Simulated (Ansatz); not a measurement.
A series of calculations on Tl

**1. Relaxation**

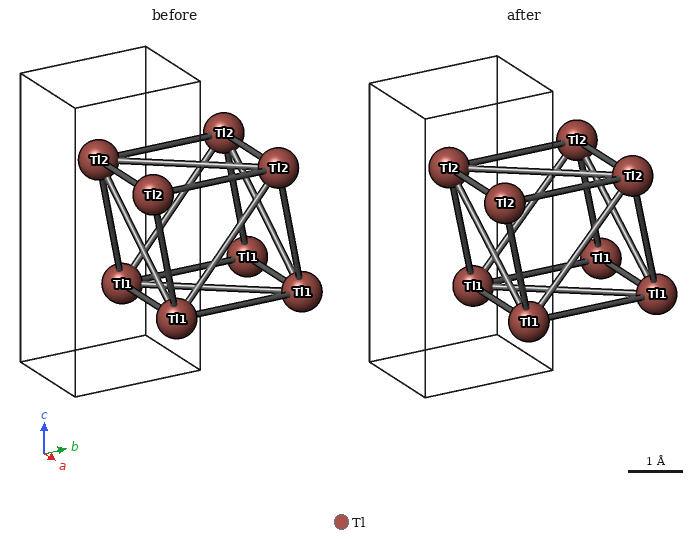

The structure of solid Tl (set up in P6_3/mmc) before (left) and after (right) a relaxation, at one scale.

The picture is a ball-and-stick view of the cell of the calculation, repeated 2 × 2 × 1 with one cell outlined, seen slightly off an axis.

Level of theory: DFT PBEsol, scalar-relativistic, plane waves, PAW in Ansatz 0.2.0. Settings: plane-wave cutoff 420 eV; k-point mesh 12 × 12 × 8; occupations gaussian; smearing width 0.1 eV; no spin polarisation; cell and atoms relaxed; force threshold 0.005 eV/Å; at most 80 steps.

### What changed between the two?

After 3 accepted moves (5 points after the start) the energy has fallen by 1.6 meV per atom. All forces vanish by symmetry, so only the cell relaxes. Pressure: 0.00 GPa at the start and −0.04 GPa at the end. The line search rejected the trial step at point 2 of the run. At 1 point the geometry stayed and the basis and grid were re-selected for the new cell (energy shift of less than 0.05 meV per atom at most each time). No atom moves by more than 0.005 Å relative to the cell. The volume changes by +0.5 %, with a = b 3.456 → 3.526 Å (+2.0 %), c 5.525 → 5.333 Å (−3.5 %). Near-neighbour distances that change, for instance: Tl1–Tl1 3.456 → 3.526 Å, Tl1–Tl2 3.408 → 3.355 Å. The space group stays P6_3/mmc (No. 194). The run took 21 s on 1 thread of Intel(R) Xeon(R) Platinum 8488C (Sapphire Rapids), on a shared host, peak memory 0.43 GiB.

**2. Relaxation**

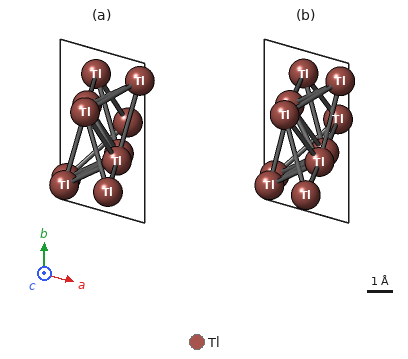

The structure of a slab of composition Tl (cut from the P6_3/mmc phase) before (left) and after (right) a relaxation, at one scale.

A ball-and-stick model of the cell of the calculation, outlined in the plane, without the vacuum, seen along the c axis.

Case: (1 0 1) slab, atoms relaxed. The slab is the (1 0 1) face of Tl.

Computed with DFT PBEsol, scalar-relativistic, plane waves, PAW (Ansatz). (plane-wave cutoff 420 eV; k-point mesh 10 × 6 × 1; occupations gaussian; smearing width 0.1 eV; no spin polarisation; dipole correction; atoms relaxed in a fixed cell; force threshold 0.02 eV/Å; at most 60 steps)

> Summarise the run.

Over 6 geometry steps the energy falls by 26.3 meV per cell of the calculation. Largest force component: 0.074 eV/Å at the start, 0.0049 eV/Å at the end. The largest moves relative to the layer's centre, 0.30 Å, are those of Tl atoms. The cell doesn't change. Among the contacts that change: Tl–Tl 3.526 → 3.385 Å, Tl–Tl 3.526 → 3.434 Å, Tl–Tl 3.355 → 3.426 Å, Tl–Tl 3.526 → 3.457 Å.

**3. A change**

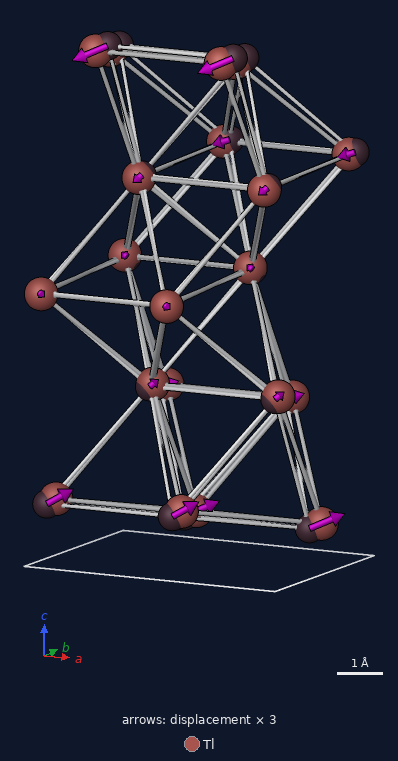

A (1 0 1) slab of Tl as cut from the relaxed bulk, drawn pale, and a changed version of it, drawn solid. The purple arrows show how the atoms are displaced, magnified 3 times. Style: ball-and-stick. Shown: the 2 × 1 repeat of the cell, outlined in the plane, without the vacuum, slightly off an axis.

Theory: Ansatz, DFT PBEsol, scalar-relativistic, plane waves, PAW. Set-up: plane-wave cutoff 420 eV; occupations gaussian; smearing width 0.1 eV; no spin polarisation. The k-mesh is chosen for each cell (10×6×13, 10×6×1).

Describe the change and its computed effect.

The atoms of the slab are relaxed at the bulk's in-plane cell. The surface energy (mean of the two faces) falls from 0.39 to 0.38 J/m². The top spacing, between the Tl and Tl planes, goes from 0.44 to 0.44 Å (−0.6 %), the bottom one (Tl to Tl) from 0.44 to 0.44 Å (−0.6 %). The cell doesn't change. The largest moves relative to the layer's centre, 0.30 Å, are those of Tl atoms. Among the bonded contacts that change: Tl–Tl 3.526 → 3.385 to 3.528 Å, Tl–Tl 3.355 → 3.304 to 3.426 Å.
